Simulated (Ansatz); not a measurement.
# Geometry relaxation of Zr3O (part 3 of 3)

The same run, continued: Zr3O (4 atoms in the cell); DFT r2SCAN, scalar-relativistic, plane waves, PAW (Ansatz 0.2.0); cutoff 500 eV, 16×16×16 k-mesh, Gaussian smearing of 0.1 eV. The structure was built on a prototype by a generator; it need not be a known phase. The run did not end well. It belongs to a series of runs on one base structure; here: TiAl3 (D0_22) type (I4/mmm, No. 139).

Geometry of the input (Å; fractional positions):
```
-2.0061  2.0061  4.4812
2.0061  -2.0061  4.4812
2.0061  2.0061  -4.4812
Zr 0.5000  0.5000  0.0000
Zr 0.2500  0.7500  0.5000
Zr 0.7500  0.2500  0.5000
O  0.0000  0.0000  0.0000
```

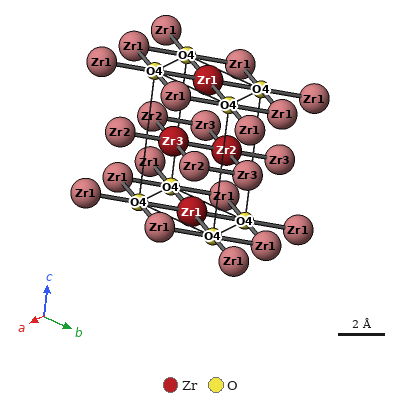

**Figure 1.** The geometry at step 6 of the log (ball-and-stick view of the reduced cell, seen slightly off an axis; neighbours outside the cell are drawn fainter; atoms are numbered from 1 in the order of the input).

The program's output, continued
```
SCF iter   1: F=—  HF=-13150.649627 eV  |F-HF|=—  |Δ(HF+E_count)|=         —  Δρ=1.69e-3  dr2=5.50e-3  dr2_τ=1.63e-3  ethr=1.32e-5  ⟨swp⟩=1.1  Hψ=49184  notcnv=0
preconditioner: auto → Kerker (q_TF=auto, 2.483 Å⁻¹)  [metal: Δε(μ)=0.001 eV  Ē_g=3.988 eV  σ=0.100 eV  W_gap=0.00  n_scr=24 (ndim 8)  ℏωp=17.3 eV  f_vac=0.000  D(μ)=4.87/eV (n_scr^D=52)]
SCF iter   2: F=—  HF=-13150.651077 eV  |F-HF|=—  |Δ(HF+E_count)|=   1.45e-3  Δρ=6.83e-4  dr2=3.62e-4  dr2_τ=1.99e-4  ethr=1.31e-5  ⟨swp⟩=2.1  Hψ=11461  notcnv=0
SCF iter   3: F=—  HF=-13150.651120 eV  |F-HF|=—  |Δ(HF+E_count)|=   4.23e-5  Δρ=3.14e-4  dr2=1.07e-4  dr2_τ=4.81e-6  ethr=8.62e-7  ⟨swp⟩=2.0  Hψ=11881  notcnv=0
SCF iter   4: F=—  HF=-13150.651191 eV  |F-HF|=—  |Δ(HF+E_count)|=   7.11e-5  Δρ=2.78e-4  dr2=7.54e-5  dr2_τ=6.45e-6  ethr=2.55e-7  ⟨swp⟩=2.1  Hψ=11397  notcnv=0
SCF iter   5: F=—  HF=-13150.651186 eV  |F-HF|=—  |Δ(HF+E_count)|=   4.70e-6  Δρ=6.33e-5  dr2=5.41e-6  dr2_τ=1.35e-7  ethr=1.80e-7  ⟨swp⟩=2.0  Hψ=10352  notcnv=0
SCF iter   6: F=-13150.651187 eV  HF=-13150.651187 eV  |F-HF|=1.61e-7  |Δ(HF+E_count)|=   6.43e-7  Δρ=1.88e-5  dr2=2.02e-7  dr2_τ=1.24e-8  ethr=7.18e-10  ⟨swp⟩=7.8  Hψ=62829  notcnv=0
SCF 11 converged in 6 iterations: F = -13150.651187 eV  dr2 = 2.02e-7
relax step  11: F+E_penalty+E_count = -13150.65118704 eV  Δ(F+E_penalty+E_count) = -4.894e-4 eV  max|allowed force component| = 1.475e-17 eV/Å  Δτ_max = 0.0000 Å  P = +0.042 GPa  Ω = 73.947 Å³  energy of the carried Pulay correction = -5.500e-5 eV  (6 SCF iters, dr2 threshold 3.01e-7 eV, accepted)
Crystal: 4 atoms, lattice volume = 73.989 Å³
iter 1 solved again at ethr=3.25e-7 eV; its pass at ethr=3.10e-3 eV (dr2=1.37e-4 eV) is discarded
SCF iter   1: F=—  HF=-13150.651053 eV  |F-HF|=—  |Δ(HF+E_count)|=         —  Δρ=3.15e-4  dr2=1.35e-4  dr2_τ=5.64e-5  ethr=3.25e-7  ⟨swp⟩=2.0  Hψ=48349  notcnv=0
preconditioner: auto → Kerker (q_TF=auto, 2.483 Å⁻¹)  [metal: Δε(μ)=0.004 eV  Ē_g=3.984 eV  σ=0.100 eV  W_gap=0.03  n_scr=24 (ndim 8)  ℏωp=17.3 eV  f_vac=0.000  D(μ)=4.84/eV (n_scr^D=52)]
SCF iter   2: F=—  HF=-13150.651118 eV  |F-HF|=—  |Δ(HF+E_count)|=   6.52e-5  Δρ=1.69e-4  dr2=1.90e-5  dr2_τ=6.76e-6  ethr=3.23e-7  ⟨swp⟩=2.1  Hψ=12386  notcnv=0
SCF iter   3: F=—  HF=-13150.651120 eV  |F-HF|=—  |Δ(HF+E_count)|=   1.97e-6  Δρ=6.49e-5  dr2=5.57e-6  dr2_τ=1.47e-7  ethr=4.52e-8  ⟨swp⟩=2.0  Hψ=10775  notcnv=0
SCF iter   4: F=—  HF=-13150.651185 eV  |F-HF|=—  |Δ(HF+E_count)|=   6.44e-5  Δρ=5.03e-5  dr2=3.03e-6  dr2_τ=2.45e-7  ethr=1.33e-8  ⟨swp⟩=2.2  Hψ=10893  notcnv=0
SCF iter   5: F=—  HF=-13150.651184 eV  |F-HF|=—  |Δ(HF+E_count)|=   1.20e-7  Δρ=1.26e-5  dr2=2.02e-7  dr2_τ=9.63e-9  ethr=7.22e-9  ⟨swp⟩=2.3  Hψ=11203  notcnv=0
SCF iter   6: F=-13150.651184 eV  HF=-13150.651184 eV  |F-HF|=8.12e-9  |Δ(HF+E_count)|=   4.31e-8  Δρ=4.20e-6  dr2=1.10e-8  dr2_τ=6.34e-10  ethr=3.33e-11  ⟨swp⟩=6.7  Hψ=57202  notcnv=0
SCF 12 converged in 6 iterations: F = -13150.651184 eV  dr2 = 1.10e-8
relax step  12: F+E_penalty+E_count = -13150.65118443 eV  Δ(F+E_penalty+E_count) = +2.609e-6 eV  max|allowed force component| = 1.735e-18 eV/Å  Δτ_max = 0.0000 Å  P = +0.005 GPa  Ω = 73.989 Å³  energy of the carried Pulay correction = -7.412e-5 eV  (6 SCF iters, dr2 threshold 1.40e-8 eV, accepted)
iter 1 solved again at ethr=5.13e-8 eV; its pass at ethr=3.10e-3 eV (dr2=2.15e-5 eV) is discarded
SCF iter   1: F=—  HF=-13150.651189 eV  |F-HF|=—  |Δ(HF+E_count)|=         —  Δρ=3.24e-5  dr2=5.07e-8  dr2_τ=2.94e-7  ethr=5.13e-8  ⟨swp⟩=3.5  Hψ=62447  notcnv=0
preconditioner: auto → Kerker (q_TF=auto, 2.483 Å⁻¹)  [metal: Δε(μ)=0.004 eV  Ē_g=3.983 eV  σ=0.100 eV  W_gap=0.02  n_scr=24 (ndim 8)  ℏωp=17.3 eV  f_vac=0.000  D(μ)=4.83/eV (n_scr^D=52)]
SCF iter   2: F=—  HF=-13150.651257 eV  |F-HF|=—  |Δ(HF+E_count)|=   6.76e-5  Δρ=1.68e-5  dr2=1.72e-8  dr2_τ=5.50e-8  ethr=1.21e-10  ⟨swp⟩=2.4  Hψ=16902  notcnv=0
SCF iter   3: F=—  HF=-13150.651258 eV  |F-HF|=—  |Δ(HF+E_count)|=   1.19e-6  Δρ=2.30e-6  dr2=5.11e-9  dr2_τ=8.05e-10  ethr=4.10e-11  ⟨swp⟩=2.0  Hψ=14571  notcnv=0
SCF iter   4: F=—  HF=-13150.651258 eV  |F-HF|=—  |Δ(HF+E_count)|=   1.85e-9  Δρ=9.68e-7  dr2=5.03e-10  dr2_τ=1.11e-10  ethr=1.22e-11  ⟨swp⟩=2.0  Hψ=11609  notcnv=0
SCF iter   5: F=—  HF=-13150.651258 eV  |F-HF|=—  |Δ(HF+E_count)|=   2.36e-9  Δρ=6.64e-7  dr2=4.19e-10  dr2_τ=3.57e-11  ethr=1.20e-12  ⟨swp⟩=2.0  Hψ=12174  notcnv=0
SCF iter   6: F=—  HF=-13150.651258 eV  |F-HF|=—  |Δ(HF+E_count)|=  1.93e-10  Δρ=2.26e-7  dr2=4.06e-11  dr2_τ=5.74e-12  ethr=1.00e-12  ⟨swp⟩=2.0  Hψ=12137  notcnv=0
```

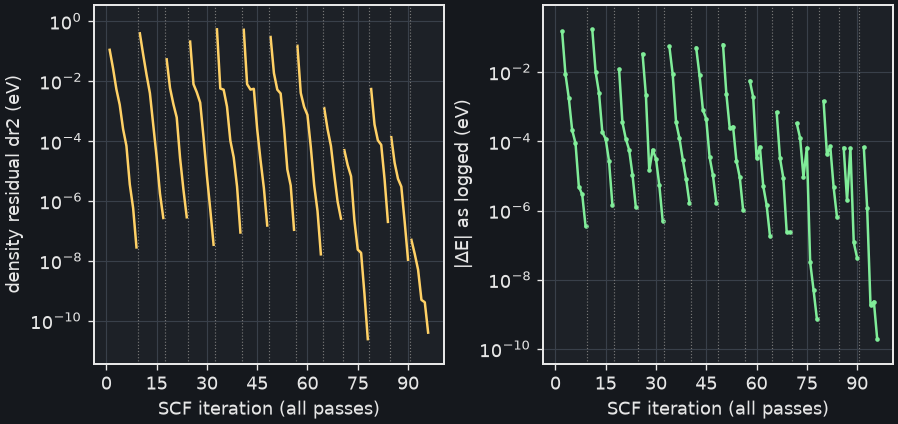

**Figure 2.** Convergence of the self-consistent field: density residual dr2 and size of the energy change against the SCF iteration. Dotted lines part the SCF passes that the log prints in full.

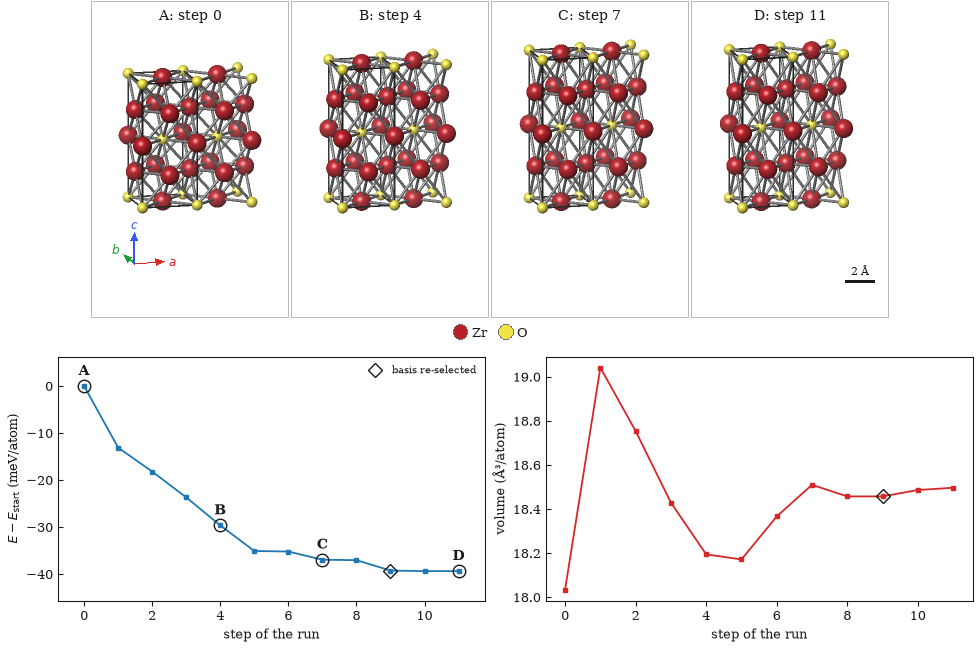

**Figure 3.** Frames of the relaxation (ball-and-stick view of the cell 2 times as large as that of the calculation, set on its symmetry axes, repeated 2 × 1 × 1, seen slightly off an axis) above the curves, on which the letters mark them (the first geometry is step 0 here and step 1 in the log).

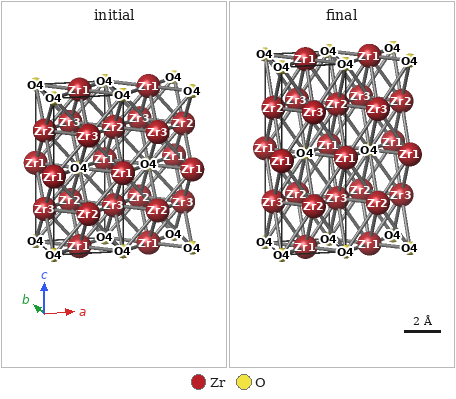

**Figure 4.** Before (left) and after (right) the relaxation, at one scale (ball-and-stick view of the cell 2 times as large as that of the calculation, set on its symmetry axes, repeated 2 × 1 × 1, seen slightly off an axis). The run was cut off at its time limit before the relaxation converged, so the last structure is only a point on the way. No atom moves by more than 0.005 Å relative to the cell. Cell: a = b 4.012 → 3.711 Å (−7.5 %), c 8.962 → 10.744 Å (+19.9 %). Volume +2.6 %. Among the contacts that change: Zr2–O4 3.007 → 3.265 Å, Zr1–Zr2 3.007 → 3.265 Å, Zr2–Zr3 2.837 → 2.624 Å, Zr1–O4 2.837 → 2.624 Å. The space group stays I4/mmm (No. 139). After 10 geometry steps the energy has fallen by 39.3 meV per atom. All forces vanish by symmetry, so only the cell relaxes. The pressure goes from 2.66 to 0.00 GPa. 1 further SCF at an unchanged geometry re-selected the plane-wave basis for the new cell. (Atoms are counted from 1 in the order of the input.)

Trajectory as extended XYZ (Å, eV, eV/Å), 12 frames, from step=1 to step=12
```
4
Lattice="-2.0061 2.0061 4.4812 2.0061 -2.0061 4.4812 2.0061 2.0061 -4.4812" Properties=species:S:1:pos:R:3:forces:R:3 step=1 energy=-13150.49382 pressure_GPa=2.66
Zr    0.0000    0.0000    4.4812    0.0000   0.0000   0.0000
Zr    2.0061    0.0000    2.2406    0.0000   0.0000   0.0000
Zr    0.0000    2.0061    2.2406    0.0000   0.0000   0.0000
O     0.0000    0.0000    0.0000    0.0000   0.0000   0.0000
4
Lattice="-2.0128 2.0128 4.7003 2.0128 -2.0128 4.7003 2.0128 2.0128 -4.7003" Properties=species:S:1:pos:R:3:forces:R:3 step=2 energy=-13150.54617 pressure_GPa=-2.16
Zr    0.0000    0.0000    4.7003    0.0000   0.0000   0.0000
Zr    2.0128    0.0000    2.3501    0.0000   0.0000   0.0000
Zr    0.0000    2.0128    2.3501    0.0000   0.0000   0.0000
O     0.0000    0.0000    0.0000    0.0000   0.0000   0.0000
4
Lattice="-1.9939 1.9939 4.7174 1.9939 -1.9939 4.7174 1.9939 1.9939 -4.7174" Properties=species:S:1:pos:R:3:forces:R:3 step=3 energy=-13150.56650 pressure_GPa=-0.96
Zr    0.0000    0.0000    4.7174    0.0000   0.0000   0.0000
Zr    1.9939    0.0000    2.3587    0.0000   0.0000   0.0000
Zr    0.0000    1.9939    2.3587    0.0000   0.0000   0.0000
O     0.0000    0.0000    0.0000    0.0000   0.0000   0.0000
4
Lattice="-1.9573 1.9573 4.8107 1.9573 -1.9573 4.8107 1.9573 1.9573 -4.8107" Properties=species:S:1:pos:R:3:forces:R:3 step=4 energy=-13150.58849 pressure_GPa=0.28
Zr    0.0000    0.0000    4.8107    0.0000   0.0000   0.0000
Zr    1.9573    0.0000    2.4054    0.0000   0.0000   0.0000
Zr    0.0000    1.9573    2.4054    0.0000   0.0000   0.0000
O     0.0000    0.0000    0.0000    0.0000   0.0000   0.0000
4
Lattice="-1.9081 1.9081 4.9977 1.9081 -1.9081 4.9977 1.9081 1.9081 -4.9977" Properties=species:S:1:pos:R:3:forces:R:3 step=5 energy=-13150.61231 pressure_GPa=1.10
Zr    0.0000    0.0000    4.9977    0.0000   0.0000   0.0000
Zr    1.9081    0.0000    2.4988    0.0000   0.0000   0.0000
Zr    0.0000    1.9081    2.4988    0.0000   0.0000   0.0000
O     0.0000    0.0000    0.0000    0.0000   0.0000   0.0000
4
Lattice="-1.8675 1.8675 5.2106 1.8675 -1.8675 5.2106 1.8675 1.8675 -5.2106" Properties=species:S:1:pos:R:3:forces:R:3 step=6 energy=-13150.63406 pressure_GPa=1.35
Zr    0.0000    0.0000    5.2106    0.0000   0.0000   0.0000
Zr    1.8675    0.0000    2.6053    0.0000   0.0000   0.0000
Zr    0.0000    1.8675    2.6053    0.0000   0.0000   0.0000
O     0.0000    0.0000    0.0000    0.0000   0.0000   0.0000
4
Lattice="-1.8394 1.8394 5.4288 1.8394 -1.8394 5.4288 1.8394 1.8394 -5.4288" Properties=species:S:1:pos:R:3:forces:R:3 step=7 energy=-13150.63453 pressure_GPa=0.70
Zr    0.0000    0.0000    5.4288    0.0000   0.0000   0.0000
Zr    1.8394    0.0000    2.7144    0.0000   0.0000   0.0000
Zr    0.0000    1.8394    2.7144    0.0000   0.0000   0.0000
O     0.0000    0.0000    0.0000    0.0000   0.0000   0.0000
4
Lattice="-1.8598 1.8598 5.3515 1.8598 -1.8598 5.3515 1.8598 1.8598 -5.3515" Properties=species:S:1:pos:R:3:forces:R:3 step=8 energy=-13150.64149 pressure_GPa=-0.26
Zr    0.0000    0.0000    5.3515    0.0000   0.0000   0.0000
Zr    1.8598    0.0000    2.6757    0.0000   0.0000   0.0000
Zr    0.0000    1.8598    2.6757    0.0000   0.0000   0.0000
O     0.0000    0.0000    0.0000    0.0000   0.0000   0.0000
4
Lattice="-1.8600 1.8600 5.3351 1.8600 -1.8600 5.3351 1.8600 1.8600 -5.3351" Properties=species:S:1:pos:R:3:forces:R:3 step=9 energy=-13150.64186 pressure_GPa=-0.02
Zr    0.0000    0.0000    5.3351    0.0000   0.0000   0.0000
Zr    1.8600    0.0000    2.6675    0.0000   0.0000   0.0000
Zr    0.0000    1.8600    2.6675    0.0000   0.0000   0.0000
O     0.0000    0.0000    0.0000    0.0000   0.0000   0.0000
4
Lattice="-1.8600 1.8600 5.3351 1.8600 -1.8600 5.3351 1.8600 1.8600 -5.3351" Properties=species:S:1:pos:R:3:forces:R:3 step=10 energy=-13150.65070 pressure_GPa=0.12
Zr    0.0000    0.0000    5.3351    0.0000   0.0000   0.0000
Zr    1.8600    0.0000    2.6675    0.0000   0.0000   0.0000
Zr    0.0000    1.8600    2.6675    0.0000   0.0000   0.0000
O     0.0000    0.0000    0.0000    0.0000   0.0000   0.0000
4
Lattice="-1.8561 1.8561 5.3661 1.8561 -1.8561 5.3661 1.8561 1.8561 -5.3661" Properties=species:S:1:pos:R:3:forces:R:3 step=11 energy=-13150.65119 pressure_GPa=0.04
Zr    0.0000    0.0000    5.3661    0.0000   0.0000   0.0000
Zr    1.8561    0.0000    2.6831    0.0000   0.0000   0.0000
Zr    0.0000    1.8561    2.6831    0.0000   0.0000   0.0000
O     0.0000    0.0000    0.0000    0.0000   0.0000   0.0000
4
Lattice="-1.8556 1.8556 5.3722 1.8556 -1.8556 5.3722 1.8556 1.8556 -5.3722" Properties=species:S:1:pos:R:3:forces:R:3 step=12 energy=-13150.65118 pressure_GPa=0.00
Zr    0.0000    0.0000    5.3722    0.0000   0.0000   0.0000
Zr    1.8556    0.0000    2.6861    0.0000   0.0000   0.0000
Zr    0.0000    1.8556    2.6861    0.0000   0.0000   0.0000
O     0.0000    0.0000    0.0000    0.0000   0.0000   0.0000
```
